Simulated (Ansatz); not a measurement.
BN: several calculations on one system

## 1. Relaxation

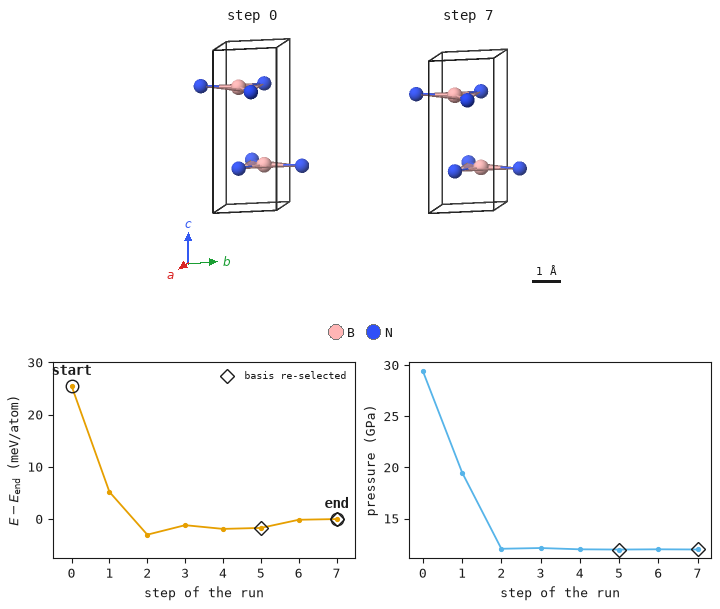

First and last geometry of a relaxation of crystalline BN (set up in P6_3/mmc), with the history of the run. The picture is a polyhedral view of the cell of the calculation, seen slightly off an axis.

Case: relaxed at 12 GPa.

These are results of DFT PBEsol, scalar-relativistic, plane waves, PAW in Ansatz, not measurements. (plane-wave cutoff 420 eV; k-point mesh 12 × 12 × 4; occupations gaussian; smearing width 0.02 eV; target pressure 12 GPa; no spin polarisation; cell and atoms relaxed; force threshold 0.008 eV/Å; at most 50 steps)

> What do the curves and the structures tell?

It converged. After 5 accepted moves (7 points after the start) the energy has fallen by 25.5 meV per atom. With the target pressure of 12 GPa, the enthalpy E + pV changes by −38.9 meV per atom. All forces vanish by symmetry, so only the cell relaxes. The pressure goes from 29.42 to 11.98 GPa. At 2 points the geometry stayed and the basis and grid were re-selected for the new cell (energy shift of 0.2 meV per atom at most each time). No atom moves by more than 0.005 Å relative to the cell. The drawn cell changes as follows: a = b 2.431 → 2.484 Å (+2.2 %), c 5.974 → 5.586 Å (−6.5 %); the volume changes by −2.3 %. Near-neighbour distances that change, for instance: B–N 1.404 → 1.434 Å. The space group stays P6_3/mmc (No. 194). Cost: 10 s on 1 thread of Arm Neoverse V2, with other jobs on the host, peak memory 0.3 GiB.

```tsv
step	E − E(0), meV/atom	pressure, GPa	volume, Å³/atom	note
0	0.00	29.42	7.643	
1	-20.29	19.51	7.460	
2	-28.49	12.05	7.503	
3	-26.67	12.12	7.477	
4	-27.38	12.00	7.487	
5	-27.19	11.98	7.487	same geometry, new basis
6	-25.63	12.00	7.464	
7	-25.49	11.98	7.464	same geometry, new basis
```

## 2. Relaxation

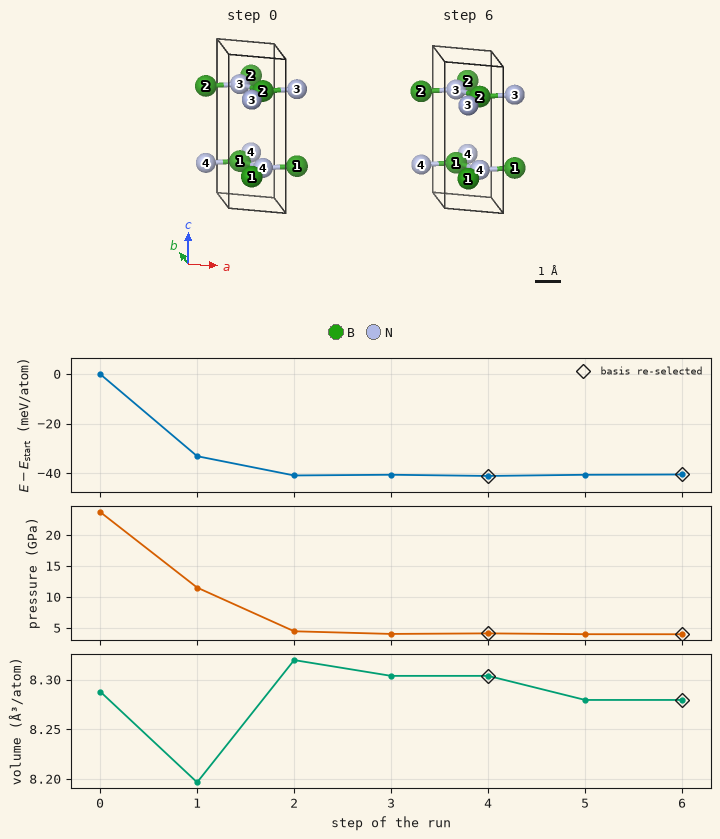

First and last geometry of a relaxation of solid BN (set up in P6_3/mmc), with the history of the run. The picture is a ball-and-stick view of the cell of the calculation, seen slightly off an axis.

Case: relaxed at 4 GPa.

Level of theory: DFT PBEsol, scalar-relativistic, plane waves, PAW (Ansatz). Set-up: plane-wave cutoff 420 eV; k-point mesh 12 × 12 × 4; occupations gaussian; smearing width 0.02 eV; target pressure 4 GPa; no spin polarisation; cell and atoms relaxed; force threshold 0.008 eV/Å; at most 50 steps.

Q: Read the history and describe the run.

A: It converged. The atoms keep their places relative to the cell (all moves are under 0.005 Å). Cell: a = b 2.436 → 2.497 Å (+2.5 %), c 6.449 → 6.135 Å (−4.9 %). Volume −0.1 %. Among the contacts that change: B1–N4 1.407 → 1.441 Å. The space group stays P6_3/mmc (No. 194). The energy falls by 40.5 meV per atom in 4 accepted moves (6 points after the start). With the target pressure of 4 GPa, the enthalpy E + pV changes by −40.7 meV per atom. All forces vanish by symmetry, so only the cell relaxes. The pressure goes from 23.72 to 3.98 GPa. At 2 points the geometry stayed and the basis and grid were re-selected for the new cell (energy shift of 0.5 meV per atom at most each time). Cost: 10 s on 1 thread of Arm Neoverse V2, with other jobs on the host, peak memory 0.3 GiB.

## 3. A change

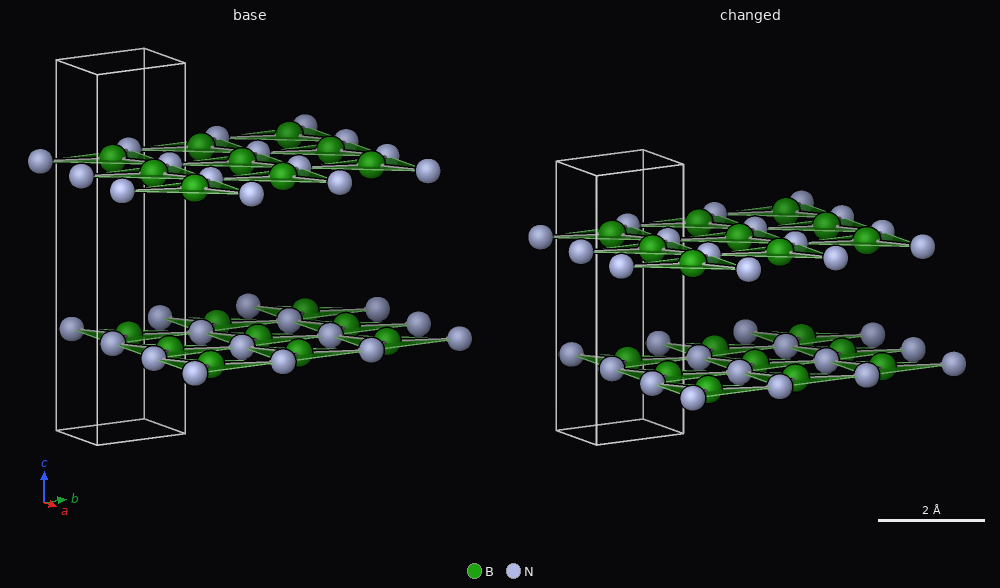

Left: a crystal of BN (set up in P6_3/mmc). Right: the same structure after one change, at the same scale. The picture is a polyhedral view of the cell of the calculation, repeated 3 × 3 × 1 with one cell outlined, seen slightly off an axis.

Computed with DFT PBEsol, scalar-relativistic, plane waves, PAW in Ansatz. (plane-wave cutoff 420 eV; k-point mesh 12 × 12 × 4; occupations gaussian; smearing width 0.02 eV; no spin polarisation)

The crystal is put under a hydrostatic pressure of 25 GPa. Cell and atoms are relaxed at that pressure.

> And its effect?

It costs 125 meV per atom. The pressure goes from 0.0 to 25.0 GPa. Cell: a = b 2.504 → 2.468 Å (−1.4 %), c 7.073 → 5.140 Å (−27.3 %). Volume −29.4 %. No atom moves by more than 0.005 Å relative to the cell. Among the bonded contacts that change: B–N 1.446 → 1.425 Å. The space group stays P6_3/mmc (No. 194).
